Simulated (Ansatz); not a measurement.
Given this structure:

```yaml
crystal:
  lattice:
    - [2.41724, 0.00000, 0.00000]
    - [-1.20862, 2.09340, 0.00000]
    - [0.00000, 0.00000, 29.34234]
  atoms:
    - { symbol: C, position: [0.66667, 0.33333, 0.59767] }
    - { symbol: C, position: [0.66667, 0.33333, 0.09767] }
    - { symbol: C, position: [0.66667, 0.33333, 0.40233] }
    - { symbol: C, position: [0.66667, 0.33333, 0.90233] }
    - { symbol: C, position: [0.00000, 0.00000, 0.25011] }
    - { symbol: C, position: [0.33333, 0.66667, 0.90233] }
    - { symbol: C, position: [0.00000, 0.00000, 0.75011] }
    - { symbol: C, position: [0.66667, 0.33333, 0.25011] }
    - { symbol: C, position: [0.33333, 0.66667, 0.40233] }
    - { symbol: C, position: [0.33333, 0.66667, 0.75011] }
    - { symbol: C, position: [0.33333, 0.66667, 0.09767] }
    - { symbol: C, position: [0.33333, 0.66667, 0.59767] }
```

Q: Say what kind of structure these coordinates give.

A: The element is carbon. The cell holds twelve atoms. C sits among three C in a trigonal planar arrangement at 1.40 Å. The bonds build C layers parallel to (001).

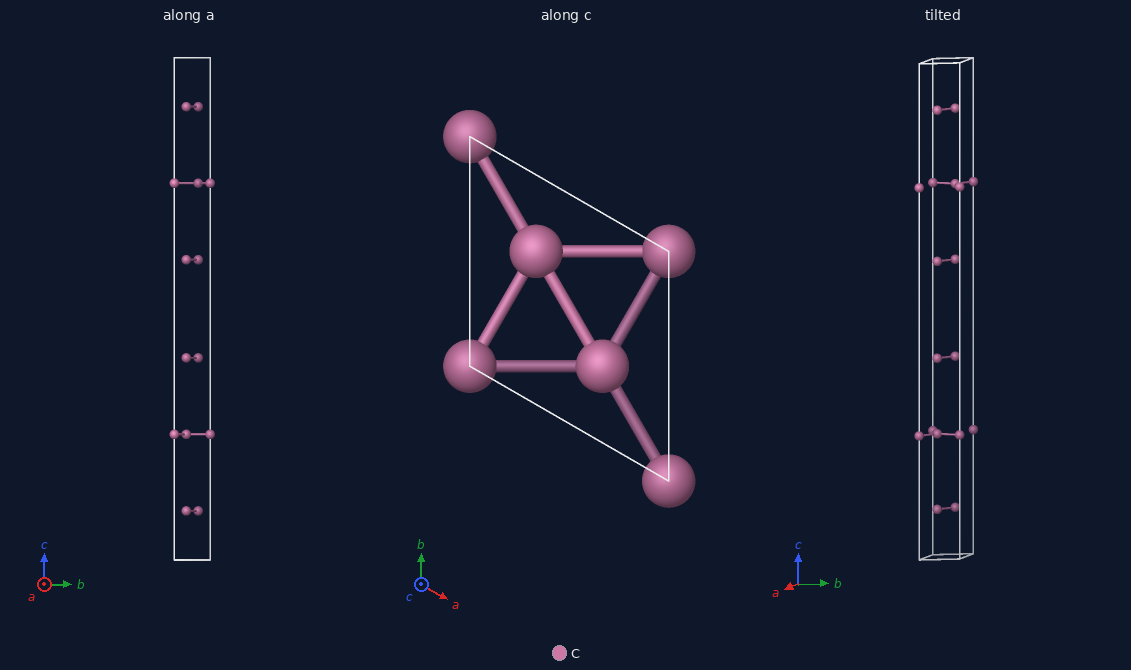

This ball-and-stick model is shown along the a axis, along the c axis and slightly off an axis. One simulation cell is framed, with atoms on its boundary repeated.

The initial geometry was a structure listed in the Materials Project. The cell was then strained or its atoms displaced on purpose. It was set up as input for a calculation with Ansatz.
